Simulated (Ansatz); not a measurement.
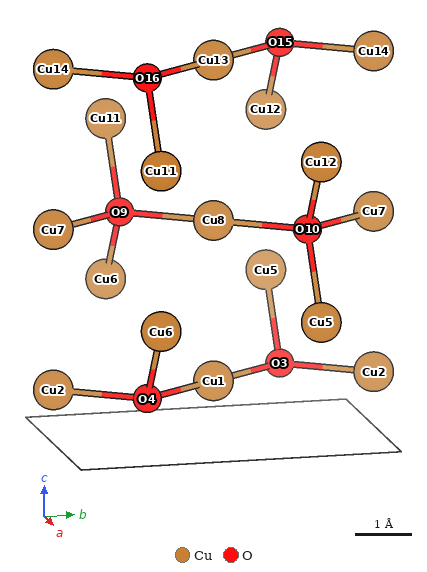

This is the input geometry for a constrained relaxation of a slab of composition Cu$_{5}$O$_{3}$ (cut from the Pn-3m phase). A ball-and-stick model of the cell of the calculation, outlined in the plane, without the vacuum (origin shifted), seen slightly off an axis.

Case: clean slab, lower half held. The slab is the (1 1 0) face of Cu2O. 6 atoms are held fixed.

Level of theory: Ansatz 0.2.0, DFT PBEsol, scalar-relativistic, plane waves, PAW.

Input
```yaml
crystal:
  lattice:
    - [4.2223527955, 0.0, 0.0]
    - [0.0, 5.9713085886, 0.0]
    - [0.0, 0.0, 22.9713085886]
  atoms:
    - { symbol: Cu, position: [0.25, 0.25, 0.3700268083] }
    - { symbol: Cu, position: [0.25, 0.75, 0.3700268083] }
    - { symbol: O, position: [0.0, 0.5, 0.3700268083] }
    - { symbol: O, position: [0.5, 0.0, 0.3700268083] }
    - { symbol: Cu, position: [0.75, 0.5, 0.4350134042] }
    - { symbol: Cu, position: [0.75, 0.0, 0.4350134042] }
    - { symbol: Cu, position: [0.25, 0.75, 0.5] }
    - { symbol: Cu, position: [0.25, 0.25, 0.5] }
    - { symbol: O, position: [0.0, 0.0, 0.5] }
    - { symbol: O, position: [0.5, 0.5, 0.5] }
    - { symbol: Cu, position: [0.75, 0.0, 0.5649865958] }
    - { symbol: Cu, position: [0.75, 0.5, 0.5649865958] }
    - { symbol: Cu, position: [0.25, 0.25, 0.6299731917] }
    - { symbol: Cu, position: [0.25, 0.75, 0.6299731917] }
    - { symbol: O, position: [0.0, 0.5, 0.6299731917] }
    - { symbol: O, position: [0.5, 0.0, 0.6299731917] }
basis:
  ecutwfc: 420
kpoints:
  mp_grid: { grid: [7, 5, 1] }
hamiltonian:
  xc: pbesol
scf:
  occupations: { method: gaussian, width: 0.05 }
output:
  forces: true
  eigenvalues: true
relax:
  adjacent_minimum: "off"
  f_tol: 0.03
  max_steps: 70
  constraints: [{ sites: [0, 1, 2, 3, 4, 5] }]
efield:
  axis: 3
  dipole_correction: true
  ramp_width: 0.04
```

Command:
```bash
ansatz run input.yaml --threads 4 --pin off --max-ram 10240MiB --backend cpu --events-out ev --progress --plain --runs-dir out
```

Question: Predict the outcome.

Answer: After 3 geometry steps the energy has fallen by 0.234 eV per cell of the calculation. Largest force component: 0.65 eV/Å at the start, 0.026 eV/Å at the end. The largest moves, 0.28 Å, are those of Cu13 and Cu14. Cu13 goes along the normal (−c). Largest moves by element: Cu 0.28 Å, O 0.11 Å. The cell stays as it was. Near-neighbour distances that change, for instance: Cu11–O16 1.828 → 1.794 Å, O10–Cu12 1.828 → 1.844 Å, Cu5–O10 1.828 → 1.822 Å. Among the angles between lasting bonds that change: O15–Cu13–O16 180.0° → 167.0°, Cu11–O16–Cu13 109.5° → 104.0°, Cu13–O16–Cu14 109.5° → 112.7°.

Step by step:

```json
{"step": "0", "E − E(0), meV/atom": "0.00", "largest force component, eV/Å": "0.6465"}
{"step": "1", "E − E(0), meV/atom": "-9.27", "largest force component, eV/Å": "0.4031"}
{"step": "2", "E − E(0), meV/atom": "-14.57", "largest force component, eV/Å": "0.0654"}
{"step": "3", "E − E(0), meV/atom": "-14.63", "largest force component, eV/Å": "0.0257"}
```

The end point in the same view:

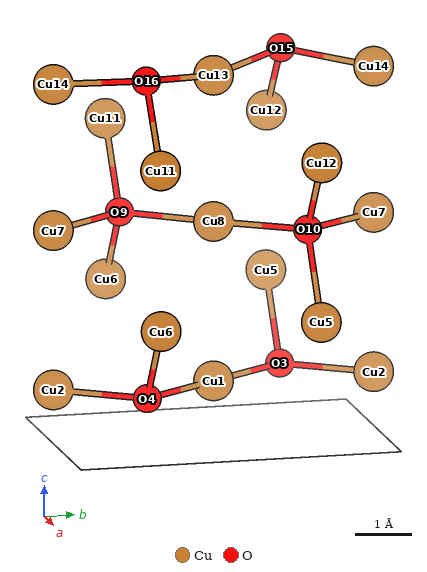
